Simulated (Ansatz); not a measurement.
# Energy of Ru along a strain of the cell

System: Ru (2 atoms in the cell).
Method: DFT LDA, scalar-relativistic, plane waves, PAW, no spin polarisation (Ansatz 0.2.0).

The 5 runs differ only in the geometry, by a strain of the cell at fixed fractional positions. Against run 3, the strain is εzz = η. The structure derives from an entry of the Crystallography Open Database.

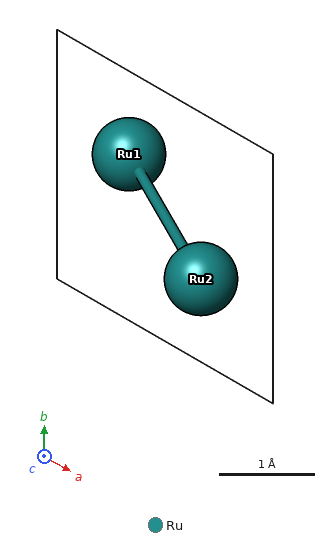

Figure 1. The structure of run 3 (ball-and-stick view of the cell of the calculation, along the c axis; atoms are numbered from 1 in the order of the input).

### Input of run 3
```yaml
crystal:
  lattice:
    - [2.6246253542, 0.0, 0.0]
    - [-1.3123126771, 2.2729922322, 0.0]
    - [0.0, 0.0, 4.2819]
  atoms:
    - { symbol: Ru, position: [0.3333333333, 0.6666666667, 0.25] }
    - { symbol: Ru, position: [0.6666666667, 0.3333333333, 0.75] }
basis:
  ecutwfc: 420
kpoints:
  mp_grid: { grid: [21, 21, 12] }
hamiltonian:
  xc: lda
scf:
  occupations: { method: gaussian, width: 0.15 }
output:
  forces: true
  stress: true
  eigenvalues: true
```

Lattice vectors (Å) and fractional positions of run 3:
```
   2.624625    0.000000    0.000000
  -1.312313    2.272992    0.000000
   0.000000    0.000000    4.281900
Ru  0.333333  0.666667  0.250000
Ru  0.666667  0.333333  0.750000
```

Run 2 differs from it as follows:
```diff
-    - [0.0, 0.0, 4.2819]
+    - [0.0, 0.0, 4.2176715]
```

### Results, with one run withheld

| run | strain parameter η (%) | free energy per atom, from the lowest run given (meV) | pressure (GPa) |
| --- | --- | --- | --- |
| 1 | −3.0000 | 23.30 | 22.90 |
| 2 | −1.5000 | ? | ? |
| 3 | 0.0000 | 0.00 | 9.42 |
| 4 | 1.5000 | 9.23 | 3.80 |
| 5 | 3.0000 | 30.32 | −1.17 |

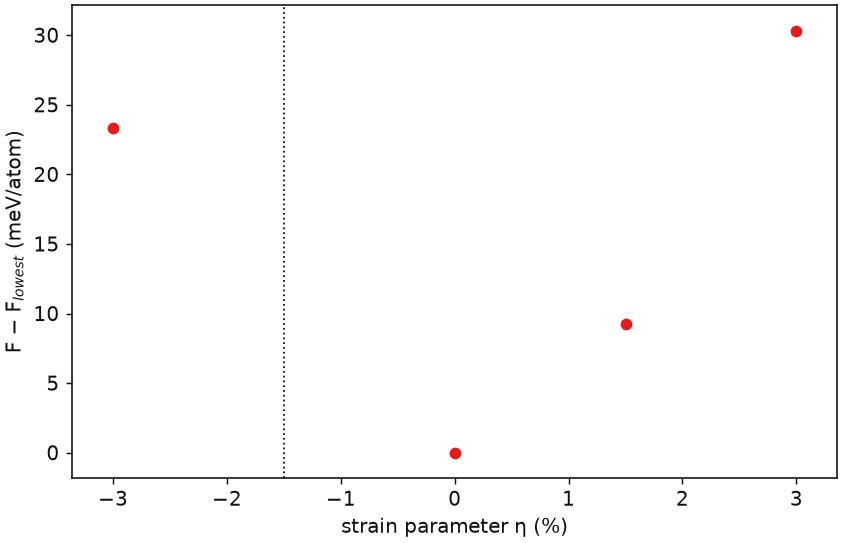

Figure 2. Free energy per atom of the runs given; the dotted line marks run 2.

Fit the runs given and predict run 2.

A quadratic polynomial in the coordinate, fitted to the 4 runs given, misses them by at most 0.45 meV per atom. With x = η − 0.3750, it reads F = 1.2044 + 3.4182 x + 2.9477 x² (meV per atom). At run 2 it gives 5.16 meV per atom, and the run itself gives 4.13. The fit has its minimum at η = −0.2048 %. So low a polynomial doesn't follow these energies more closely.

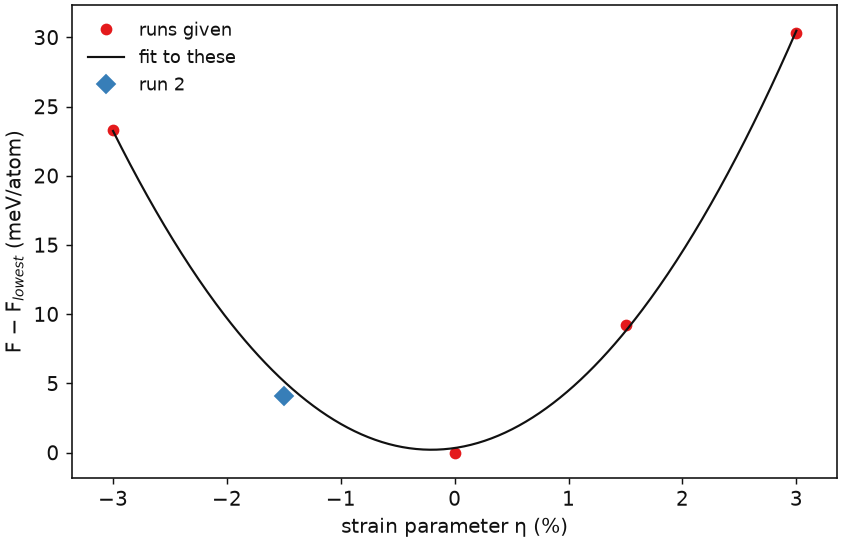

Figure 3. The fit and the withheld run.

### Output, shortened to warnings, some set-up lines, iterations and results (run 2)
```
Basis set: ecut = 420 eV, 513 PW (Γ)
Symmetry: 24 space group operations
k-points: 336 of 5292
Initial density: superposition of atomic densities (neutral atoms: chi_scale 0, normalization atom), corrected by the library's trained network
[...]
SCF iter   1: F=—  HF=-11516.544140 eV  |F-HF|=—  |Δ(HF+E_count)|=         —  Δρ=1.05e-2  dr2=1.23e-2  ethr=1.77e-3  ⟨swp⟩=5.0  Hψ=26217  notcnv=0
SCF iter   2: F=—  HF=-11516.542500 eV  |F-HF|=—  |Δ(HF+E_count)|=   1.64e-3  Δρ=5.57e-3  dr2=3.09e-3  ethr=3.83e-5  ⟨swp⟩=2.8  Hψ=12602  notcnv=0
SCF iter   3: F=—  HF=-11516.542117 eV  |F-HF|=—  |Δ(HF+E_count)|=   3.83e-4  Δρ=3.73e-4  dr2=1.23e-5  ethr=9.66e-6  ⟨swp⟩=2.0  Hψ=9262  notcnv=0
SCF iter   4: F=—  HF=-11516.542126 eV  |F-HF|=—  |Δ(HF+E_count)|=   8.51e-6  Δρ=8.03e-5  dr2=1.01e-6  ethr=3.84e-8  ⟨swp⟩=2.0  Hψ=12087  notcnv=0
SCF iter   5: F=-11516.542126 eV  HF=-11516.542126 eV  |F-HF|=8.33e-9  |Δ(HF+E_count)|=   4.93e-8  Δρ=1.10e-5  dr2=1.23e-8  ethr=3.17e-9  ⟨swp⟩=2.0  Hψ=11648  notcnv=0
SCF iter   6: F=-11516.542126 eV  HF=-11516.542126 eV  |F-HF|=6.44e-10  |Δ(HF+E_count)|=   5.18e-9  Δρ=3.50e-6  dr2=1.19e-9  ethr=3.85e-11  ⟨swp⟩=2.6  Hψ=24340  notcnv=0
SCF 1 converged in 6 iterations: F = -11516.542126 eV  dr2 = 1.19e-9
SCF converged after 6 iterations
Free energy (F): -11516.542126 eV
Harris-Foulkes:  -11516.542126 eV  (|F-HF|=6.44e-10)
Internal energy: -11516.524803 eV  (E = F + TS)
E sigma→0 (E₀):  -11516.533464 eV
Entropy (-TS):   -0.017323 eV (-8.661 meV/atom)
Fermi energy:    25.503114 eV
--- Per-component energies (eV) ---
  E_band       = -49.137690
  E_kinetic    = 1035.469302
  E_local      = -2365.660052  (includes V_loc(G=0)·N_el)
  E_nonlocal   = 697.274815
  E_hartree    = 757.498679
  E_xc         = -381.761629
  E_vxc        = -481.332988  (∫ρ·V_xc dr)
  E_paw        = -6683.011333  (= ΣΔE_a)
  E_vpaw       = -449.886533  (= ΣTr[D̂ρ^β])
  E_aug_tail   = -0.000486  (compensation charges beyond the density's cutoff)
  E_ewald      = -4577.477468
  E_core_change = 1.143370  (= ΣΔE_core)
  E_smearing   = -0.017323  (= −TS)
  E_closure    = 0.000000  (closes the sum)
  Σ components = -11516.542126   (vs F -11516.542126, Δ=0.00e0)
--- Forces (eV/Å), atoms counted from 1 ---
  atom   1  Ru     0.00000000     0.00000000     0.00000000
  atom   2  Ru     0.00000000     0.00000000     0.00000000
  max |Σ_I F_I| component: 3.24e-17 eV/Å
--- Stress (GPa, compression-positive) ---
       18.901929      -0.000000       0.000000
        0.000000      18.901929      -0.000000
        0.000000       0.000000       9.498201
  P = ⅓ Tr σ = 15.7674 GPa (157.674 kbar)
```
